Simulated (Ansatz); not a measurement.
N: several calculations on one system

## 1. Relaxation

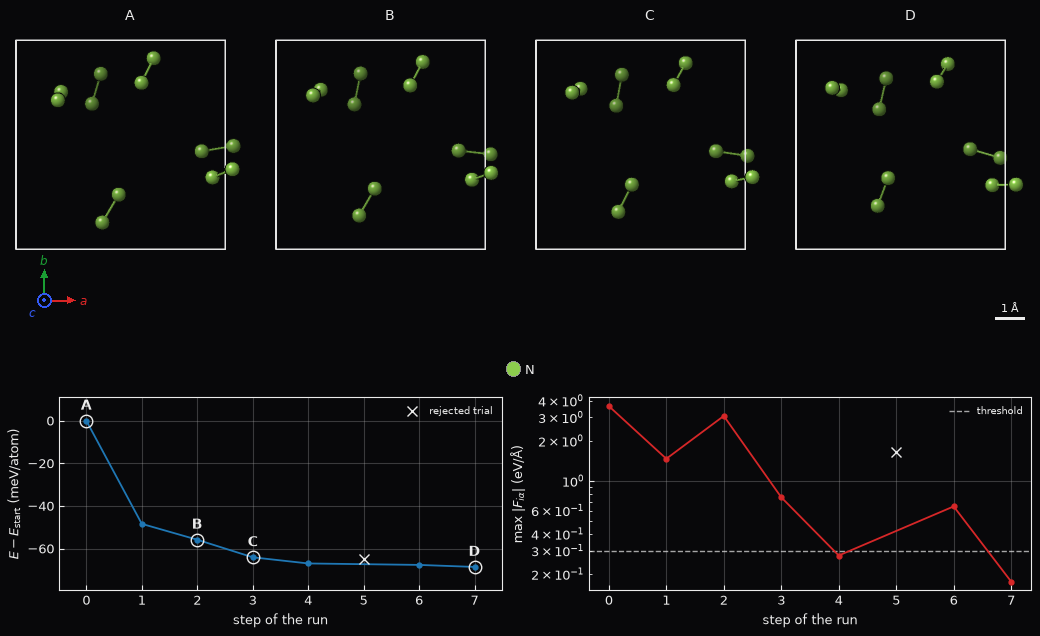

Frames of a relaxation of an amorphous cell of composition N, marked on the history of the run. The picture is a ball-and-stick view of the cell of the calculation, seen along the c axis.

The cell holds 6 N2. The run prepares the start of a later molecular dynamics calculation, from a guessed geometry.

Method: DFT PBE-D3(BJ), scalar-relativistic, plane waves, PAW in Ansatz. (plane-wave cutoff 420 eV; k-point mesh 1 × 1 × 1; occupations fermi dirac; smearing width 0.05 eV; no spin polarisation; atoms relaxed in a fixed cell; force threshold 0.3 eV/Å; at most 15 steps)

### Describe the path.

The atom that moves furthest is an N atom (0.76 Å along [−1 2 1]). The lattice vectors keep their values. Among the contacts that change: N–N 1.130 → 1.103 Å. After 6 accepted moves (7 points after the start) the energy has fallen by 68.6 meV per atom. The largest force component goes from 3.6 to 0.18 eV/Å. The line search rejected the trial step at point 5 of the run. The forces were under the threshold at step 4, but the run went on from there. Cost: 23 s on 1 thread of Arm Neoverse N1, with other jobs on the host, peak memory 0.36 GiB. From step 0 to 2: an N atom moves most (0.34 Å), energy −55.8 meV per atom. From step 2 to 3: an N atom moves most (0.20 Å), energy −8.2 meV per atom. From step 3 to 7: N atoms move most (0.38 Å), energy −4.5 meV per atom.

Limits of the set-up: the periodic images lie only 7.3 Å apart, so the values are limited by the cell's size.

## 2. Dynamics

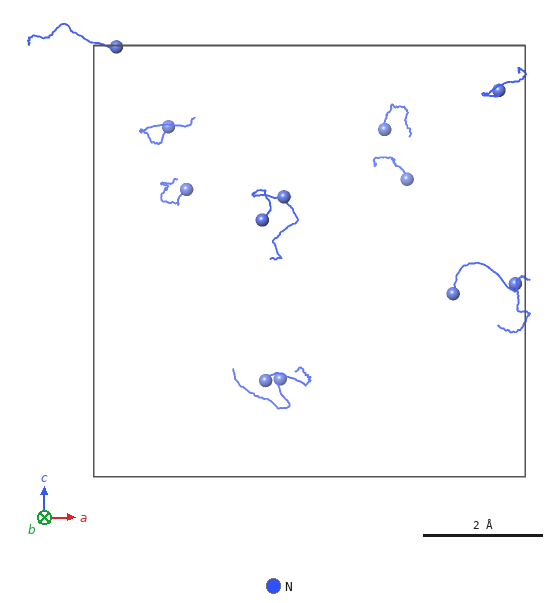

A Born-Oppenheimer molecular dynamics run of a periodic cell with 6 N2 at 0.729 g/cm³, 300 fs long. Lines trace each atom's path, in the colour of its element; spheres stand at the starting positions. Seen along the b axis in the simulation cell.

Level of theory: DFT PBE-D3(BJ), scalar-relativistic, plane waves, PAW in Ansatz. Set-up: plane-wave cutoff 420 eV; k-point mesh 1 × 1 × 1; Fermi-Dirac smearing 0.05 eV; Langevin thermostat (NVT); set temperature 350 K; time step 1 fs; friction 0.02 per fs.

What do the traces tell about the motion?

Answer. Root-mean-square distances from the starting positions over the second half, with the common drift of all atoms taken out: N 0.87 Å. The molecules turn and drift from their places.

Limits of the set-up: the periodic images lie only 7.3 Å apart, so the values are limited by the cell's size.

## 3. Dynamics

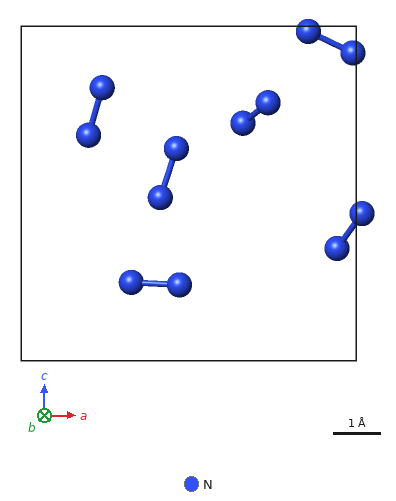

Starting frame of a dynamics run of a periodic cell with 6 N2 at 0.729 g/cm³. It starts from the last geometry of an earlier run, with fresh velocities. Style: ball-and-stick. Shown: the simulation cell, along the b axis.

Computed with Ansatz, DFT PBE-D3(BJ), scalar-relativistic, plane waves, PAW.

Input
```yaml
crystal:
  lattice:
    - [7.260903, 0.0, 0.0]
    - [0.0, 7.260903, 0.0]
    - [0.0, 0.0, 7.260903]
  atoms:
    - { symbol: "N", position: [0.32434703, 0.73644215, 0.23043598] }
    - { symbol: "N", position: [0.46817938, 0.69260155, 0.22289954] }
    - { symbol: "N", position: [0.93880968, 0.48155389, 0.33181387] }
    - { symbol: "N", position: [1.01349492, 0.3978737, 0.43590555] }
    - { symbol: "N", position: [0.85324415, 0.16334697, 0.97986894] }
    - { symbol: "N", position: [0.98618165, 0.19072051, 0.91591128] }
    - { symbol: "N", position: [0.4109353, 0.34531177, 0.48362532] }
    - { symbol: "N", position: [0.45901525, 0.31951057, 0.63008558] }
    - { symbol: "N", position: [0.23741809, 0.67573523, 0.81202528] }
    - { symbol: "N", position: [0.19675899, 0.71749942, 0.66996863] }
    - { symbol: "N", position: [0.6578007, 0.88956064, 0.7057119] }
    - { symbol: "N", position: [0.73283429, 0.77747808, 0.76700595] }
basis:
  ecutwfc: 420.0
kpoints:
  mp_grid: { grid: [1, 1, 1] }
hamiltonian:
  xc: pbe
  dispersion: d3bj
scf:
  occupations: { method: fermi_dirac, width: 0.05 }
  lower_state_search: "off"
md:
  timestep: 1.5
  n_steps: 400
  ensemble: nvt_langevin
  temperature: 350.0
  initial_velocities: maxwell_boltzmann
  seed: 843179
  friction: 0.005
```

Launched with:
```bash
ansatz run input.yaml --threads 1 --pin off --max-ram 3072MiB --backend cpu --events-out ev --progress --plain --runs-dir out
```

> Predict how the run goes.

The mean temperature in the second half is 310 K (standard deviation 62 K). The potential energy in the second half lies on average 1.0 meV per atom below the first frame. In the second half of the run the atoms are, in the root-mean-square, this far from where they began (common drift taken out): N 1.23 Å. The molecules turn and drift from their places.

Along the run (each row but the first and the last is the mean over the interval that it begins):

```
time (fs)  potential energy (meV/atom)  T (K)
      0.0                          0.0    321
     75.0                         -0.7    350
    150.0                          0.0    335
    225.0                         -2.9    321
    300.0                         -2.6    262
    375.0                         -0.9    260
    450.0                         -2.6    342
    525.0                          2.1    377
    600.0                          1.1    365
```

The paths of the atoms:

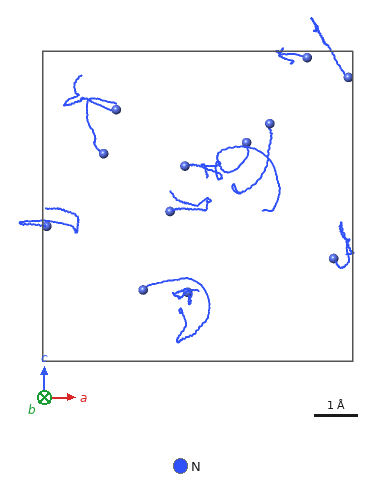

Limits of the set-up: the periodic images lie only 7.3 Å apart, so the values are limited by the cell's size.

Cost: 18 min on 1 thread of Arm Neoverse N1, with other jobs on the host, peak memory 0.36 GiB.
